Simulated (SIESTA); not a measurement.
# Fe$_{2}$O$_{3}$: 7 runs along one coordinate

System: Fe$_{2}$O$_{3}$ (R-3c, 10 atoms in the cell).
Method: Kohn-Sham DFT of a periodic cell, PW91, PseudoDojo 0.4 standard NC, numerical atomic orbitals, spin-polarised (SIESTA 5.4.2).

The 7 runs differ only in the geometry, by an even scaling of the cell at fixed fractional positions. The structure derives from an entry of the Crystallography Open Database.

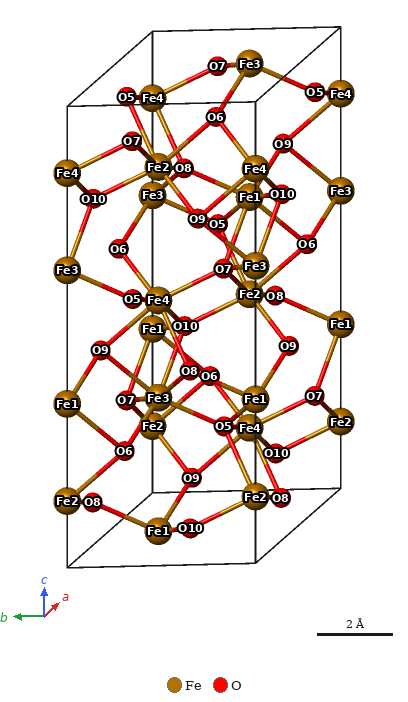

Figure 1. The structure of run 4 (ball-and-stick view of the cell 3 times as large as that of the calculation, set on its symmetry axes, seen at an oblique angle; atoms are numbered from 1 in the order of the input).

**Input of run 4**
```
SystemName                      Hematite
SystemLabel                     Fe2O3
NumberOfSpecies                 2
NumberOfAtoms                   10
%block ChemicalSpeciesLabel
  1  26 Fe
  2   8 O
%endblock ChemicalSpeciesLabel

LatticeConstant                 1.0 Ang
%block LatticeVectors
     2.5190000000     1.4543453281     4.5906666667
    -2.5190000000     1.4543453281     4.5906666667
     0.0000000000    -2.9086906562     4.5906666667
%endblock LatticeVectors
AtomicCoordinatesFormat         Fractional
%block AtomicCoordinatesAndAtomicSpecies
     0.3553000000     0.3553000000     0.3553000000  1  Fe
     0.1447000000     0.1447000000     0.1447000000  1  Fe
     0.6447000000     0.6447000000     0.6447000000  1  Fe
     0.8553000000     0.8553000000     0.8553000000  1  Fe
     0.5559000000     0.2500000000     0.9441000000  2  O
     0.2500000000     0.9441000000     0.5559000000  2  O
     0.9441000000     0.5559000000     0.2500000000  2  O
     0.4441000000     0.7500000000     0.0559000000  2  O
     0.7500000000     0.0559000000     0.4441000000  2  O
     0.0559000000     0.4441000000     0.7500000000  2  O
%endblock AtomicCoordinatesAndAtomicSpecies

%block kgrid.MonkhorstPack
    5   0   0  0.0
    0   5   0  0.0
    0   0   5  0.0
%endblock kgrid.MonkhorstPack
XC.Functional                   GGA
XC.Authors                      PW91
PAO.BasisSize                   DZP
PAO.EnergyShift                 0.002 Ry
Mesh.Cutoff                     800 Ry
Spin                            polarized
%block DM.InitSpin
    1   3.000
    2   3.000
    3   3.000
    4   3.000
    5   0.000
    6   0.000
    7   0.000
    8   0.000
    9   0.000
   10   0.000
%endblock DM.InitSpin
OccupationFunction              FD
ElectronicTemperature           0.05 eV
MaxSCFIterations                200
SCF.MustConverge                false
SCF.Mixer.Method                Pulay
SCF.Mixer.Weight                0.1
SCF.Mixer.History               10
SCF.DM.Tolerance                5.0e-05
SCF.H.Tolerance                 1.0e-03 eV
WriteForces                     true
Charge.Mulliken                 end
BandLinesScale                  ReciprocalLatticeVectors
%block BandLines
    1    0.000000   0.000000   0.000000  \Gamma
   11    0.500000   0.000000   0.000000  L
    9    0.500000   0.233577  -0.233577  B1
    1    0.766423   0.500000   0.233577  B
   10    0.500000   0.500000   0.500000  Z
   10    0.000000   0.000000   0.000000  \Gamma
   14    0.366788   0.000000  -0.366788  X
    1    0.633212   0.366788   0.000000  Q
    5    0.500000   0.500000   0.000000  F
    4    0.633212   0.633212   0.233577  P1
    9    0.500000   0.500000   0.500000  Z
    1    0.500000   0.000000   0.000000  L
    7    0.766423   0.366788   0.366788  P
%endblock BandLines
```

Command:
```bash
siesta Fe2O3.fdf > Fe2O3.out 2>&1
```

Lattice vectors (Å) and fractional positions of run 4:
```
   2.519000    1.454345    4.590667
  -2.519000    1.454345    4.590667
   0.000000   -2.908691    4.590667
Fe  0.355300  0.355300  0.355300
Fe  0.144700  0.144700  0.144700
Fe  0.644700  0.644700  0.644700
Fe  0.855300  0.855300  0.855300
O   0.555900  0.250000  0.944100
O   0.250000  0.944100  0.555900
O   0.944100  0.555900  0.250000
O   0.444100  0.750000  0.055900
O   0.750000  0.055900  0.444100
O   0.055900  0.444100  0.750000
```

Run 2 has the same physical settings and fractional positions; its lattice vectors (Å) are:
```
   2.484955    1.434690    4.528623
  -2.484955    1.434690    4.528623
   0.000000   -2.869379    4.528623
```

**Results, with one run withheld**

```csv
run,volume per atom (Å³),"free energy per atom, from the lowest run given (meV)",pressure (GPa)
1,9.485,19.08,6.49
2,9.687,?,?
3,9.889,4.00,4.06
4,10.091,0.51,1.58
5,10.293,0.00,−0.87
6,10.494,2.61,−3.11
7,10.696,7.64,−4.91
```

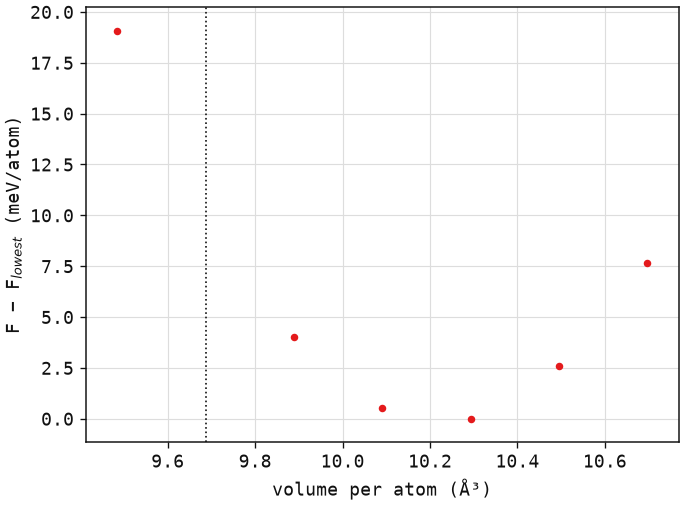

Figure 2. Free energy per atom of the runs given; the dotted line marks run 2.

Fit the runs given and predict run 2.

A cubic polynomial in V^(−2/3) (the Birch–Murnaghan form), fitted to the 6 runs given, misses them by at most 0.15 meV per atom. With x = V^(−2/3) − 0.21339 Å⁻², it reads F = 0.16467 + 407.88 x + 1.7693e+05 x² − 2.1339e+06 x³ (meV per atom). At run 2 it gives 10.12 meV per atom, and the run itself gives 10.65. The slope of the fit gives a pressure −dF/dV of 6.03 GPa there, and the run prints 6.33 GPa. The two needn't agree exactly: the fit is approximate, and the printed stress is taken on a finite basis. The fit has its minimum at 10.226 Å³ per atom, where V d²F/dV² gives 116 GPa. Cell shape and fractional positions are held, so this is the stiffness under even scaling; the relaxed bulk modulus wasn't computed. So low a polynomial doesn't follow these energies more closely.

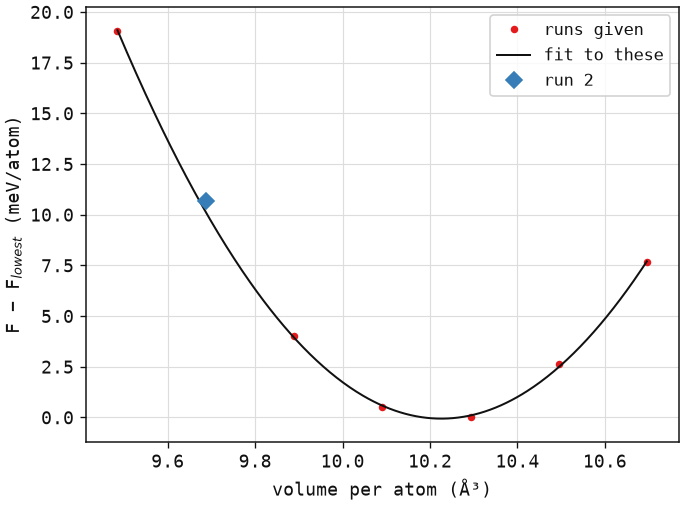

Figure 3. The fit and the withheld run.

**Some lines of the output (run 2)**
```
[...]
outcell: Cell volume (Ang**3)        :     96.8710
stepf: Fermi-Dirac step function
siesta: Etot    =    -16313.013042
siesta: FreeEng =    -16313.091488
        iscf     Eharris(eV)        E_KS(eV)     FreeEng(eV)     dDmax    Ef(eV) dHmax(eV)
siesta: E_KS(eV) =           -16350.4537
siesta: E_KS - E_eggbox =    -16350.4537
siesta: Etot    =    -16350.453712
siesta: FreeEng =    -16350.548258
siesta:         Fermi =      -5.418492
siesta: Cell volume =         96.871037 Ang**3
    Orbital volume contribution        =           6.064341 eV
```

Notes on the run: xc_check: WARNING: Pseudopotential generated with GGA PBE functional. With a small basis of atomic orbitals these values can differ much from converged plane-wave results.
